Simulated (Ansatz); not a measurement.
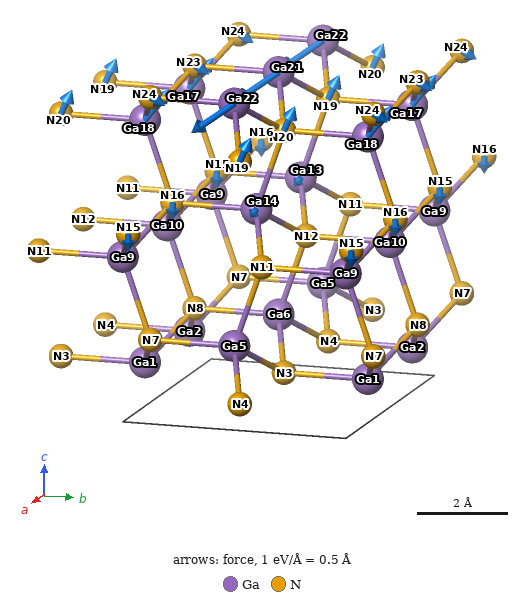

Starting geometry of a slab of composition GaN (cut from the P6_3mc phase) with the computed forces as blue arrows. The picture is a ball-and-stick view of the cell of the calculation, outlined in the plane, without the vacuum (origin shifted), seen slightly off an axis.

Case: clean slab, lower planes held. The slab is the (1 0 0) face of GaN. 12 atoms are held fixed.

Level of theory: DFT PBE+D3(BJ), scalar-relativistic, plane waves, PAW (Ansatz).

Input
```yaml
crystal:
  lattice:
    - [6.3931260411, 0.0, 0.0]
    - [0.0, 5.20857103, 0.0]
    - [0.0, 0.0, 22.4593778214]
  atoms:
    - { symbol: Ga, position: [0.5, 0.0008110332, 0.3561986473] }
    - { symbol: Ga, position: [0.0, 0.0008110332, 0.3561986473] }
    - { symbol: "N", position: [0.5, 0.6241889668, 0.3561986473] }
    - { symbol: "N", position: [0.0, 0.6241889668, 0.3561986473] }
    - { symbol: Ga, position: [0.75, 0.5008110332, 0.3972847481] }
    - { symbol: Ga, position: [0.25, 0.5008110332, 0.3972847481] }
    - { symbol: "N", position: [0.75, 0.1241889668, 0.3972847481] }
    - { symbol: "N", position: [0.25, 0.1241889668, 0.3972847481] }
    - { symbol: Ga, position: [0.75, 0.0008110332, 0.4794569496] }
    - { symbol: Ga, position: [0.25, 0.0008110332, 0.4794569496] }
    - { symbol: "N", position: [0.75, 0.6241889668, 0.4794569496] }
    - { symbol: "N", position: [0.25, 0.6241889668, 0.4794569496] }
    - { symbol: Ga, position: [0.0, 0.5008110332, 0.5205430504] }
    - { symbol: Ga, position: [0.5, 0.5008110332, 0.5205430504] }
    - { symbol: "N", position: [0.0, 0.1241889668, 0.5205430504] }
    - { symbol: "N", position: [0.5, 0.1241889668, 0.5205430504] }
    - { symbol: Ga, position: [0.0, 0.0008110332, 0.6027152519] }
    - { symbol: Ga, position: [0.5, 0.0008110332, 0.6027152519] }
    - { symbol: "N", position: [0.0, 0.6241889668, 0.6027152519] }
    - { symbol: "N", position: [0.5, 0.6241889668, 0.6027152519] }
    - { symbol: Ga, position: [0.25, 0.5008110332, 0.6438013527] }
    - { symbol: Ga, position: [0.75, 0.5008110332, 0.6438013527] }
    - { symbol: "N", position: [0.25, 0.1241889668, 0.6438013527] }
    - { symbol: "N", position: [0.75, 0.1241889668, 0.6438013527] }
basis:
  ecutwfc: 420
kpoints:
  mp_grid: { grid: [3, 3, 1] }
hamiltonian:
  xc: pbe
  dispersion: d3bj
scf:
  occupations: { method: gaussian, width: 0.05 }
output:
  forces: true
  eigenvalues: true
  write_density: true
  write_potential: true
  elf: true
  volumetric_format: npy
relax:
  adjacent_minimum: "off"
  f_tol: 0.03
  max_steps: 70
  constraints: [{ sites: [0, 1, 2, 3, 4, 5, 6, 7, 8, 9, 10, 11] }]
efield:
  axis: 3
  dipole_correction: true
  ramp_width: 0.04
```

Run as
```bash
ansatz run input.yaml --threads 4 --pin off --max-ram 10240MiB --backend cpu --events-out ev --progress --plain --runs-dir out
```

Q: Is this structure relaxed? If not, where do the atoms go?

A: It isn't relaxed: the largest force vector, on Ga atoms, is 2.50 eV/Å. The final displacements follow the starting forces only in part (cosine between the two patterns 0.80). Over 5 geometry steps the energy falls by 1.006 eV per cell of the calculation. Largest force component: 2 eV/Å at the start, 0.0087 eV/Å at the end. The largest moves, 0.32 Å, are those of Ga21 and Ga22. Ga21 goes at 30° to the normal (−c side). By element the largest moves are Ga 0.32 Å, N 0.03 Å. The lattice vectors keep their values. Among the contacts that change: Ga21–N23 1.962 → 1.825 Å, N15–Ga17 1.954 → 2.050 Å, Ga13–N19 1.954 → 2.035 Å, Ga17–N23 1.954 → 1.898 Å. Among the angles between lasting bonds that change: Ga13–N19–Ga21 109.7° → 99.5°, N19–Ga21–N23 109.2° → 118.5°, Ga17–N19–Ga21 109.2° → 115.1°. Cost: 3.1 min on 4 threads of Arm Neoverse N1, with other jobs on the host, peak memory 1.9 GiB.
